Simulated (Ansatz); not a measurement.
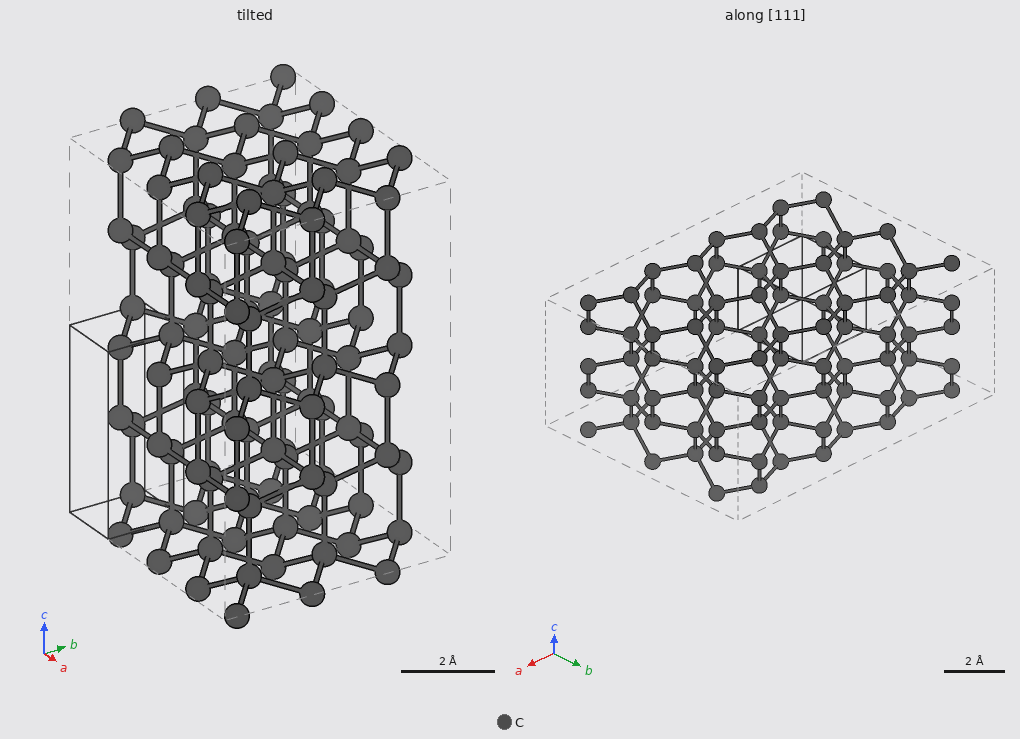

We look at a ball-and-stick model of the crystal slightly off an axis and along [111]. A 4×3×2 array of cells is drawn; the conventional unit cell has the solid edges.

Describe the arrangement of the atoms.

The element is carbon. The atoms follow space group P6_3/mmc (No. 194); the Bravais lattice is primitive hexagonal. Type of structure: hexagonal diamond (lonsdaleite type). The cell holds four atoms. The neighbours of C are four C in a tetrahedral arrangement at about 1.5 Å. The bonds build a three-dimensional framework.

The structure comes from a structure listed in the Materials Project, with elements exchanged, so it need not be a known form of the compound. Earlier steps of the study, as a rule a relaxation of our own, may have changed the cell and positions, so they can lie some per cent off the listed ones. It was run through Ansatz as a DFT input.
